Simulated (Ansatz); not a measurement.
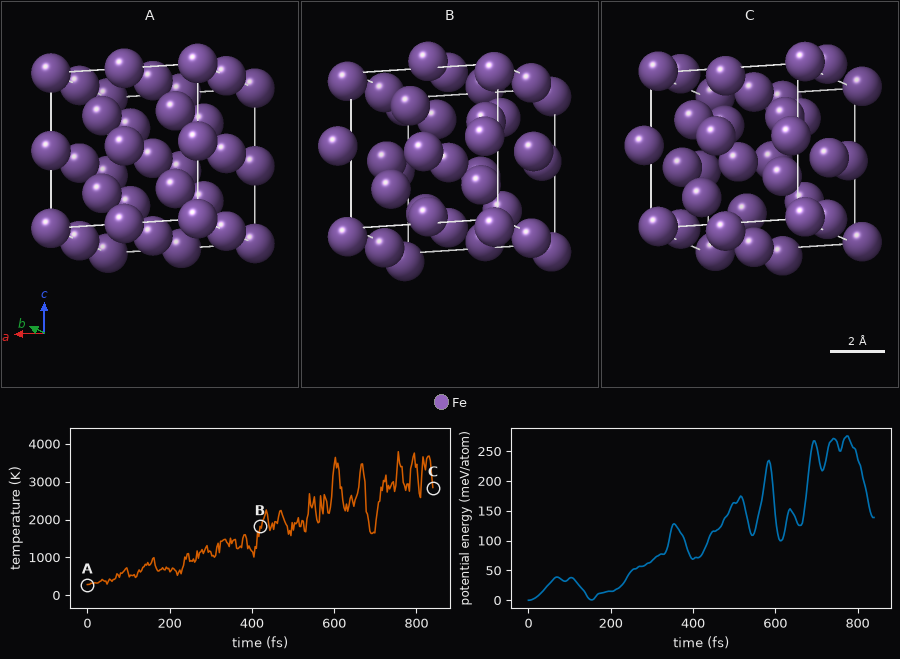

Molecular dynamics of a 16-atom cell of Fe, 840 fs long. The cell was cut from the bcc crystal. Frames (A at 0 fs, B at 420 fs, C at 840 fs) and the history of the run. The picture is a spheres-only view of the simulation cell, seen from a free direction.

Theory: Ansatz 0.2.0, DFT PBE, scalar-relativistic, plane waves, PAW. Run with plane-wave cutoff 420 eV; k-point mesh 2 × 2 × 2; Fermi-Dirac smearing 0.3 eV; volume 1.1 times that of the relaxed crystal; Langevin thermostat (NVT); set temperature 300 K, then to 3500 K over 280 steps; time step 3 fs; friction 0.02 per fs.

> What do the frames and curves show?

In the second half of the run the atoms are, in the root-mean-square, this far from where they began (common drift taken out): Fe 0.50 Å. The integration has become unstable, so these distances have no physical meaning. The temperature peaks at 3792 K, at 756 fs, and is 2845 K at the end.

Limits of the set-up: the k-point mesh is coarse for a cell with partly filled bands.
